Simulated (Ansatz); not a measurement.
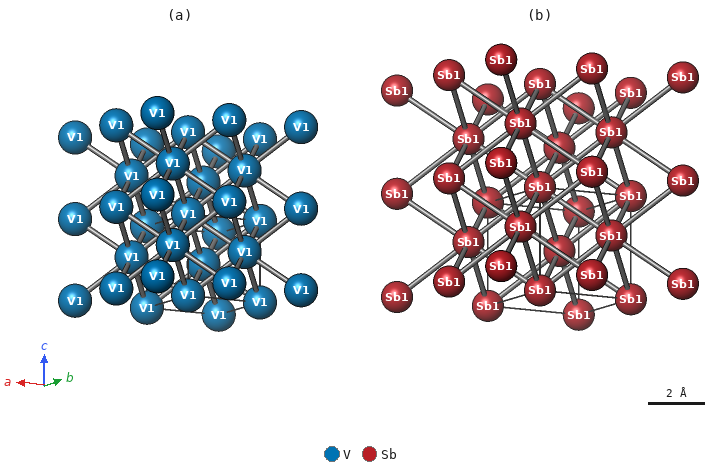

Left: solid V (set up in Im-3m). Right: the same structure after one change, at the same scale. The picture is a ball-and-stick view of the conventional cell (2 times the calculation's cell), repeated 2 × 2 × 2 with one cell outlined, seen from a free direction. Lengths and directions refer to the drawn axes.

The calculation used DFT PBE, scalar-relativistic, plane waves, PAW (Ansatz). (plane-wave cutoff 420 eV; occupations gaussian; smearing width 0.1 eV; no spin polarisation) The k-mesh is chosen for each cell (20×20×20, 16×16×16).

Which change leads from the left to the right?

Every vanadium atom is replaced by antimony, which gives Sb. Cell and atoms are relaxed again (to zero pressure within 0.1 GPa, forces under 0.01 eV/Å).

How do the computed properties respond?

The volume per atom goes from 13.46 to 27.24 Å³. It is metallic before and after. The drawn cell changes as follows: a = b = c 2.997 → 3.791 Å (+26.5 %); the volume changes by +102.3 %. The space group stays Im-3m (No. 229).
